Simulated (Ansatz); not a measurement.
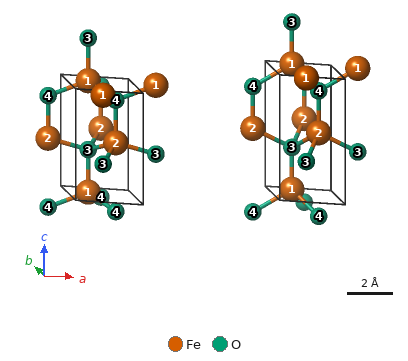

Two geometries of crystalline FeO (built on the wurtzite_186 type) (coarse preliminary run), drawn at one scale. One is the start of a relaxation, the other its converged end. The picture is a ball-and-stick view of the cell of the calculation, seen slightly off an axis.

All numbers below come from Ansatz 0.2.0, DFT PBE, scalar-relativistic, plane waves, PAW. Set-up: plane-wave cutoff 420 eV; k-point mesh 6 × 6 × 4; occupations gaussian; smearing width 0.1 eV; collinear spin; cell and atoms relaxed; force threshold 0.04 eV/Å; at most 70 steps.

Which one is relaxed?

Answer. The right one is the relaxed one. Case: wurtzite type (P6_3mc, No. 186). The largest moves relative to the cell, 0.14 Å, are those of Fe1, Fe2, O3 and O4. Fe1 goes along +c. By element the largest moves are Fe 0.14 Å, O 0.14 Å. The volume changes by +6.5 %, with a = b 3.180 → 3.094 Å (−2.7 %), c 5.093 → 5.733 Å (+12.6 %). Some distances before and after: Fe1–O4 1.932 → 2.024 Å, Fe1–O3 1.946 → 1.916 Å. Among the angles between lasting bonds that change: O4–Fe1–O4 110.8° → 99.7°, Fe2–O3–Fe2 110.8° → 99.7°, O3–Fe1–O4 108.1° → 118.0°. The space group stays P6_3mc (No. 186). Over 7 accepted moves (9 points after the start) the energy falls by 87.4 meV per atom. Largest force component: 0.23 eV/Å at the start, 0.016 eV/Å at the end. The pressure goes from 15.98 to −0.20 GPa. The SCF was repeated twice at an unchanged geometry on a basis and grid sized afresh for the cell, which shifted the energy by 11.0 meV per atom at most. The run took 64 s on 1 thread of Arm Neoverse V2, on a shared host, peak memory 0.34 GiB.
